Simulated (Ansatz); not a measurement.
**Ga4As3P: density, localisation and related maps**

Input file:

```
crystal:
  lattice:
    - [4.0191007, 0.0, 0.0]
    - [0.0, 4.0191657, 5.6854286]
    - [0.0, -4.0191657, 5.6854286]
  atoms:
    - { symbol: Ga, position: [0.0, 0.507654, 0.996992] }
    - { symbol: Ga, position: [0.5, 0.995261, 0.995261] }
    - { symbol: Ga, position: [0.5, 0.500264, 0.500264] }
    - { symbol: Ga, position: [0.0, 0.996992, 0.507654] }
    - { symbol: P, position: [0.0, 0.874994, 0.874994] }
    - { symbol: As, position: [0.5, 0.374842, 0.875212] }
    - { symbol: As, position: [0.0, 0.374782, 0.374782] }
    - { symbol: As, position: [0.5, 0.875212, 0.374842] }
basis:
  ecutwfc: 420
kpoints:
  mp_grid: { grid: [10, 6, 6] }
  band_path:
    path:
      - [[0.0, 0.0, 0.0], [0.0, 0.5, 0.5], [0.0, 0.62506463, 0.37493537]]
      - [[0.0, 0.37493537, -0.37493537], [0.0, 0.0, 0.0], [0.5, 0.0, 0.0], [0.5, 0.37493537, -0.37493537]]
      - [[0.5, 0.62506463, 0.37493537], [0.5, 0.5, 0.5], [0.0, 0.5, 0.5]]
      - [[0.0, 0.0, 0.0], [0.0, 0.5, 0.0], [0.5, 0.5, 0.0], [0.5, 0.0, 0.0], [0.5, 0.5, 0.5]]
    npoints: 14
hamiltonian:
  xc: pbe
scf:
  occupations: { method: gaussian, width: 0.02 }
  n_extra_bands: 20
output:
  forces: true
  stress: true
  eigenvalues: true
  populations: true
  dos: { projected: true, de: 0.02, nscf_kmesh: { grid: [15, 9, 9] } }
  bader: true
  write_density: true
  write_potential: true
  elf: true
  volumetric_format: npy
```

Run with:

```sh
ansatz run input.yaml --threads 4 --pin off --max-ram 8192MiB --backend cpu --events-out ev --progress --plain --runs-dir out
```

Below, planes, directions and counts refer to the conventional cell (a = 4.02 Å, b = 8.04 Å, c = 11.37 Å, α = 90.00°, β = 90.00°, γ = 90.00°).

Space group Amm2; a structure generated by program, which may or may not match a known phase.

Computed with DFT PBE, scalar-relativistic, plane waves, PAW in Ansatz 0.2.0.

Core electrons are frozen (PAW), and the valence fields are smoothed inside the atomic spheres.

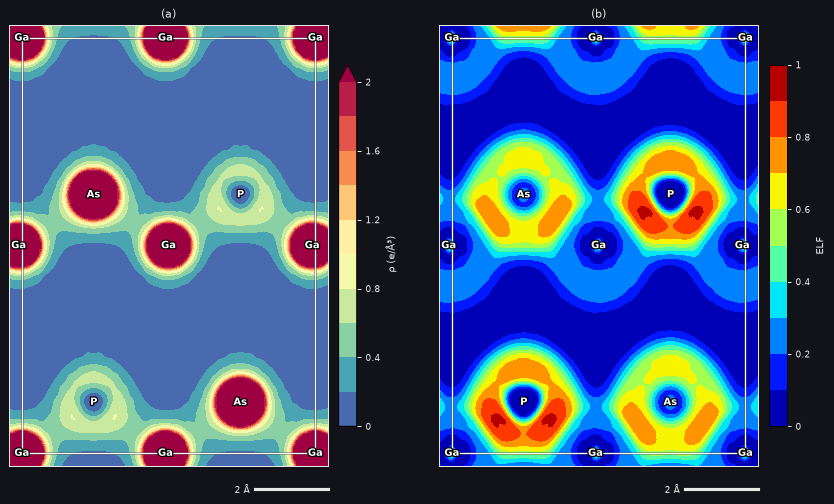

Figure 1. (a) valence pseudo-density; (b) ELF on the (100) plane of the conventional cell.

Q: Describe what can be read from this map.

A:
- Atoms in the plane: Ga, P and As.
- Ga–P (2.41 Å): the density is about 0.5 e/Å³ at the midpoint; the ELF peaks at about 0.90 in the valence shell of P, 0.8 Å from its nucleus, and is about 0.75 at the midpoint.
- Ga–As (2.48 Å): ρ is about 0.48 e/Å³ halfway; the ELF peaks at about 0.80 between the atoms; localised, covalent bonding.
- The density dies away to nearly zero in the voids.

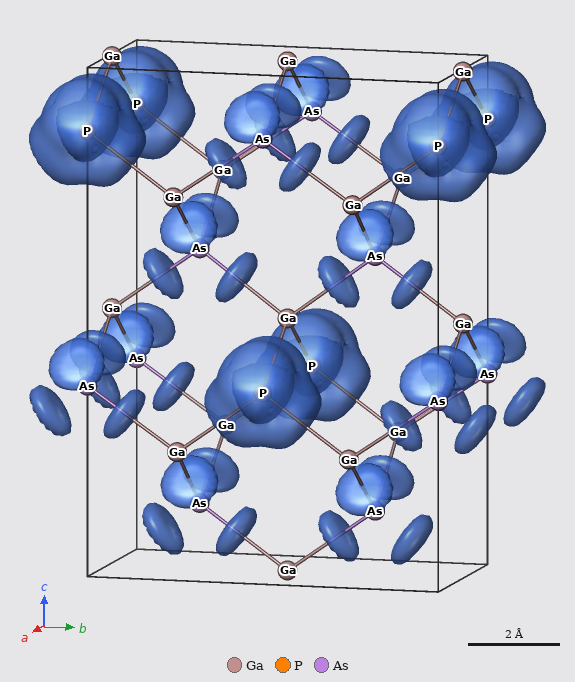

Figure 2. Isosurface of the electron localisation function at 0.7 (blue), seen slightly off an axis. Core shells and regions of very low density are left out. Sticks mark near contacts.

Q: Identify the bonds, lone pairs and shells in this picture.

A: At this value the surface marks out 24 regions between bonded As–Ga atoms (shared pairs) and two regions on P in which the atom's valence shell and bonds are merged, counted in one cell of 16 atoms. Regions shared between cells count once.


 Ga–As (2.46 Å): the ELF peaks at about 0.80 between the atoms, as expected for localised, covalent bonding.

Q: Does the calculation make it a metal, or give it a gap?

A: It is gapped, with a Kohn–Sham gap of 0.44 eV on the k-point mesh, an upper bound to the gap of this method.

Q: Which way does charge flow, and how much by Bader's partition?

A: Electrons move from Ga towards P and As. Bader charges: Ga +0.67 to +0.76, P −0.82 and As −0.68 e.
